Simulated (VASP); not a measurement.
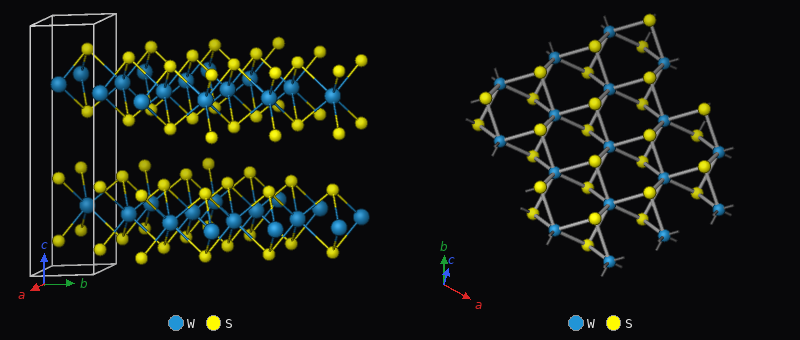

Left: the structure. Right: its underlying net. Nodes are coloured by element. One layer is drawn. Short stubs are edges that leave the cut-out.

System WS2 (space group P6_3/mmc, No. 194); source of the atomic positions: an entry of the Crystallography Open Database, as set up for an electronic-structure calculation.

Bonds are taken as S–W below 2.7 Å; no other contact counts. The graph is simplified in the usual way: terminal and isolated atoms are pruned, two-connected atoms become edges.

The result is a binodal (3,6)-connected, two-periodic (layers) net: S is a 3-connected node; W is a 6-connected node, in the ratio 2:1. It is the net of the trigonal-prismatic layers of 2H-MoS2. The layers lie parallel to (001).

| node | links | point symbol | coordination sequence |
| --- | --- | --- | --- |
| S | 3 | 4^3 | 3 13 9 24 15 36 21 48 |
| W | 6 | 4^3.6^12 | 6 6 18 12 30 18 42 24 |
